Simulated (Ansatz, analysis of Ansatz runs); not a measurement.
# Local vibrational mode of the bond-centred H+ along c in ZnO (r2SCAN), part 2 of 2

Subject: bond-centred H+ along c in ZnO. Wanted: its local vibrational mode, in one set-up (r2SCAN, 72-site cell, r2SCAN lattice, 500 eV, k: the single point 1/4 1/4 1/4). The model is a cell of 72 host atoms with 1 H put in. The frequencies come from force constants among the defect atom and its neighbours, with the masses of the isotopes named. A meta-GGA costs about twice a GGA and mends lattice constants and part of the gap.

Ansatz 0.2.0; r2SCAN, 72-site cell, r2SCAN lattice, 500 eV, k: the single point 1/4 1/4 1/4.

So far: The starting structure; Relaxation, charge +1.

### Step 2. Relaxation, charge +1 (continued)

Level of this step: plane-wave PAW DFT, r2SCAN; relaxation of all atoms of a defect supercell (Ansatz).

Step by step:

| step | energy less that of the first step (eV) | largest force component (eV/Å) |
| --- | --- | --- |
| 1 | 0.0000 | 2.3442 |
| 2 | -0.6098 | 1.3226 |
| 3 | -0.8688 | 3.9422 |
| 4 | -1.0088 | 0.2502 |
| 5 | -1.0055 | 0.2331 |
| 6 | -1.0140 | 0.0625 |
| 7 | -1.0142 | 0.0094 |
| 8 | -1.0142 | 0.0094 |

Relaxation step 5 was tried and not accepted.

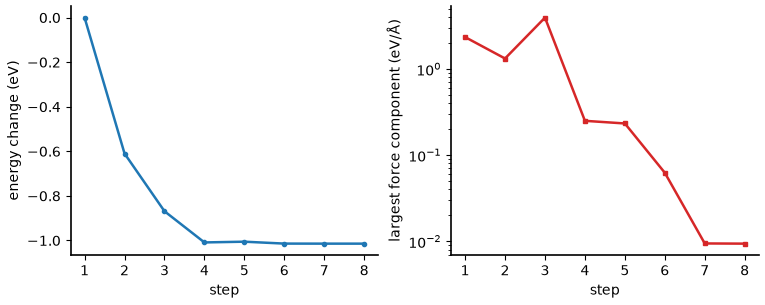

Energy and largest force along the relaxation.

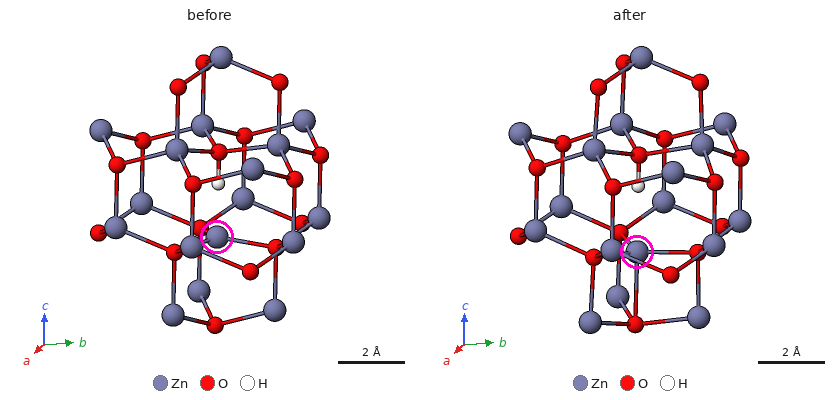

Before and after: the atoms that start within 5 Å of the centre. Zn33, which moves most, is ringed if it is among them.

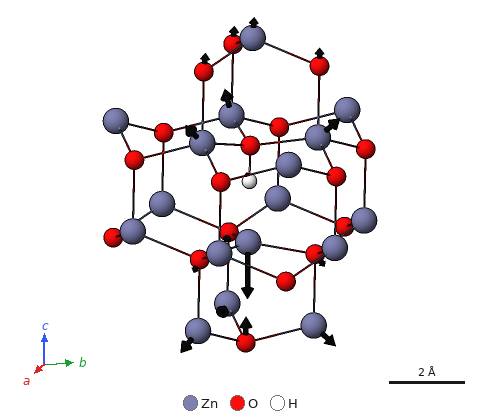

Displacements in the relaxation from the typed sites near the centre, exaggerated, the mean shift taken out; the longest in the cell stands for 0.36 Å.

The atoms that moved most (Å, from the sites as typed, ahead of the random displacement, the mean shift of all atoms taken out):

| atom | dx | dy | dz | length |
| --- | --- | --- | --- | --- |
| Zn33 | -0.004 | 0.003 | -0.359 | 0.359 |
| Zn38 | 0.104 | -0.062 | 0.111 | 0.164 |
| Zn14 | -0.099 | -0.062 | 0.109 | 0.159 |
| Zn46 | 0.002 | 0.112 | 0.107 | 0.155 |
| Zn10 | -0.099 | -0.062 | -0.093 | 0.150 |
| Zn34 | 0.102 | -0.060 | -0.091 | 0.149 |
| Zn42 | 0.002 | 0.114 | -0.094 | 0.148 |
| O40 | 0.001 | -0.002 | 0.143 | 0.143 |

Neighbours of H73 at the end:

| atom | distance (Å) |
| --- | --- |
| O36 | 0.965 |
| Zn33 | 2.073 |
| Zn38 | 2.456 |
| Zn14 | 2.458 |
| Zn46 | 2.460 |
| O35 | 2.703 |
| O11 | 2.715 |
| O43 | 2.721 |

Read from the output:

* free energy: -140241.6709 eV

The relaxation ends 14 meV an atom lower than the displaced start, with a largest force component of 0.0094 eV/Å.

### Step 3. Local vibrational modes

A local mode lives on the defect and the atoms next to it, so only the sites listed in the input are displaced, which costs far fewer SCF runs than the whole cell would.

This step: plane-wave PAW DFT, r2SCAN; finite-displacement force constants among the atoms nearest to a defect, the others at rest.

File modes/input.yaml:

```yaml
crystal:
  lattice:
    - [9.70585879, 0.0, 0.0]
    - [-4.8529294, 8.40552028, 0.0]
    - [0.0, 0.0, 10.42205777]
  atoms:
    - { symbol: Zn, position: [0.110742927, 0.221828966, 0.250603667] }
    - { symbol: Zn, position: [0.221114725, 0.108917927, 0.001248574] }
[... 8 atom lines left out ...]
    - { symbol: O, position: [0.217743616, 0.442320303, 0.185677296] }
    - { symbol: O, position: [0.1119467, 0.554912505, 0.440375264] }
[... 1 atom line left out ...]
    - { symbol: Zn, position: [0.208167933, 0.436989607, 0.510481391] }
[... 18 atom lines left out ...]
    - { symbol: Zn, position: [0.444012974, 0.555813478, 0.172451716] }
[... 1 atom line left out ...]
    - { symbol: O, position: [0.557174453, 0.442673726, 0.185794895] }
    - { symbol: O, position: [0.444226879, 0.555020719, 0.463871113] }
[... 1 atom line left out ...]
    - { symbol: Zn, position: [0.562358758, 0.436915926, 0.510677315] }
[... 4 atom lines left out ...]
    - { symbol: O, position: [0.557437216, 0.782071704, 0.185581094] }
    - { symbol: O, position: [0.444628889, 0.887597442, 0.440334522] }
[... 1 atom line left out ...]
    - { symbol: Zn, position: [0.562298528, 0.791028852, 0.510355328] }
[... 21 atom lines left out ...]
    - { symbol: O, position: [0.776439477, 0.887651925, 0.440424191] }
[... 4 atom lines left out ...]
    - { symbol: H, position: [0.444305786, 0.554516673, 0.37131583] }
total_charge: 1
basis:
  ecutwfc: 500
  xc_grid: 2
hamiltonian:
  xc: r2scan
kpoints:
  mp_grid: { grid: [1, 1, 1], shift: [0.25, 0.25, 0.25] }
scf:
  occupations: { method: fermi_dirac, width: 0.01 }
  max_iter: 120
output: {}
checkpoint:
  read: "../relax.run"
phonons:
  supercell: [1, 1, 1]
  displaced_sites: [13, 32, 35, 37, 72]
```

Started as:

```console
> ansatz run input.yaml --threads 2 --pin off --max-ram 4710MiB --backend cpu --events-out ev --progress --plain --runs-dir out
```

Numbers of over 12 decimals in the logs are rounded to 6 here.

What it wrote:

```text
[...]
Warning: basis.xc_grid 2: finite-displacement phonons take 5 at the least, and a number is run as typed, so the frequencies can be off [figures from the program's tests cut]
[...]
Crystal: 73 atoms, lattice volume = 850.261 Å³
Basis set: ecut = 500 eV, 21585 PW (Γ), exchange–correlation on 144×144×160 points (8 copies of the dense FFT grid, shifted against one another)
Bands: 397, of which v1, the nominal top of the filled ones, is band 324 counted from 1 (323 counted from 0)
Symmetry: 1 space group operations
k-points: 1
[...]
SCF iter   5: F=-140241.670879 eV  HF=-140241.670879 eV  |F-HF|=8.73e-11  |Δ(HF+E_count)|=    0.00e0  Δρ=5.96e-8  dr2=2.95e-11  dr2_τ=4.12e-11  ethr=1.00e-12  ⟨swp⟩=5.0  Hψ=1339  notcnv=0
SCF 1 converged in 5 iterations: F = -140241.670879 eV  dr2 = 2.95e-11
[...]
SCF 2 converged in 2 iterations: F = -140241.670879 eV  dr2 = 1.12e-11
[...]
symmetry images taken by strict's conditions (phonons.symmetry_images: auto; settled by no image being taken that strict refuses)
  force constants formed among 5 of 73 sites (Zn 13, Zn 32, O 35, Zn 37, H 72); the other 68 at rest. The modes move the named sites alone.
  the frequencies, the zero-point energy and the sums are of the block with the acoustic sum rule laid on its rows. Row sums over every site: 2.0e-1 eV/Å² at the most
  transpose residual: 1.2e-4 eV/Å²
  largest component of a force at the reference: 1.1e-2 eV/Å on a named site, 7.8e-3 eV/Å on a site at rest
  frequencies among the named sites at Γ of the cell (cm⁻¹): 121.68 137.52 177.40 218.08 225.28 230.40 233.44 252.01 253.71 337.49 375.88 385.37 595.72 600.01 3728.55
  unstable modes among the named sites: 0
  frequencies as built, with no sum rule (cm⁻¹): 121.93 139.76 178.08 217.83 225.20 230.23 233.32 252.78 253.47 337.79 376.19 385.75 595.83 600.07 3728.62
  zero-point energy: 0.488035 eV/cell   skipped modes (ω ≤ 0): 0
  not written: the harmonic force-constant file, the file of eigenvectors (these modes' are written with the force constants), the density of states and the dispersion, which are of every site
[key lines of the parts left out:]
SCF converged after 2 iterations
Free energy (F): -140241.670879 eV
Fermi energy:    8.186109 eV
```

Run time: 38 min. Hardware: 2 threads of Arm Neoverse V1, shared host; peak memory 2.7 GiB.

In the SCF lines HF is the Harris–Foulkes energy and dr2 the Hartree energy of the density residual, in eV; the loop may stop once dr2 is under the threshold and the program's other checks hold. Hψ counts applications of the Hamiltonian.

Read from the output:

| Item | Value |
| --- | --- |
| free energy | -140241.6709 eV |

The modes with the largest weight on the probed atoms (the light atom of a pair), for the masses of each isotope. Modes of the displaced atoms (local only where they lie over the host's phonons):

| isotopes | mode (cm⁻¹) | share of the defect atoms |
| --- | --- | --- |
| H | 3729 | 0.944 |
| H | 600.1 | 0.85 |
| H | 595.8 | 0.845 |
| D | 2711 | 0.892 |
| D | 471.6 | 0.475 |
| D | 469.9 | 0.461 |

### Step 4. Summary of results

* distance from the defect atom to its nearest neighbour: 0.965 Å
* O-H stretch, 1H: 3729 cm⁻¹
* O-D stretch, 2H: 2711 cm⁻¹
* time of the whole chain: 48 min on 2 threads

**Reading.** O-H stretch, 1H: computed 3729 cm⁻¹, measured 3611.3 cm⁻¹; 118 cm⁻¹ (3 %) above the measurement. O-D stretch, 2H: computed 2711 cm⁻¹, measured 2668 cm⁻¹; 43 cm⁻¹ (2 %) above the measurement. The computed value is harmonic, while the measured line is the anharmonic fundamental, which for X–H stretches usually lies a few per cent lower. Only the named neighbours move, so modes near the host's band are approximate.

[Logs are printed without paths, hosts, clocks, repeated set-up lines and the standing remarks that a program may print on its own settings, such as how far it seeks lower states.]

[Hosts, paths, dates, database ids (printed as entryN), source tags and the programs' standing remarks are cut or masked in the printed files.]

[For some hosts the program warned that the k-mesh of the response run may be too coarse for force constants and the static dielectric constant; such warnings are not shown here.]
